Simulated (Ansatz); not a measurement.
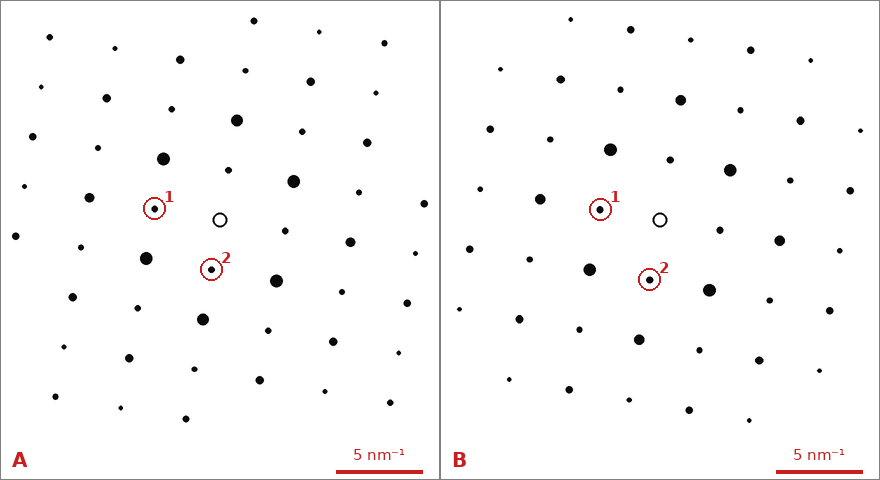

Kinematic electron diffraction patterns (200 kV, B = 0.5 Å², same scale) along [100] of the run's own cell, for the start and the end of one relaxation of AlCo with Ansatz, DFT r2SCAN, scalar-relativistic, plane waves, PAW. k mesh 22×22×16. The start is a generated model structure, and the relaxation ends in the nearest stationary point of its symmetry, not necessarily the ground state. Spot 1 is 0 -1 0 and spot 2 is 0 0 -1 in both.

Start structure:

```
CELL_PARAMETERS angstrom
2.59676 0.00000 0.00000
0.00000 2.59676 0.00000
0.00000 0.00000 3.40362
ATOMIC_POSITIONS crystal
Al 0.50000 0.50000 0.50000
Co 0.00000 0.00000 0.00000
```

Question: Which pattern belongs to the start structure, and which to the relaxed one?

Answer: A is the start: its cell gives d(1) = 2.597 Å, d(2) = 3.404 Å and an angle of 90.0°. B is the relaxed structure, with d(1) = 2.824 Å (+8.8 %), d(2) = 2.824 Å (-17.0 %) and 90.0°.

Question: What did the relaxation do to the structure and the energy?

Answer: The volume changed by -1.9 % to 11.26 Å³ an atom; the fractional coordinates hardly changed; the space group went from P4/mmm (No. 123) to Pm-3m (No. 221); the free energy fell by 200 meV an atom. Relaxed cell: a = 2.824 Å, b = 2.824 Å, c = 2.824 Å, α = 90.00°, β = 90.00°, γ = 90.00°.
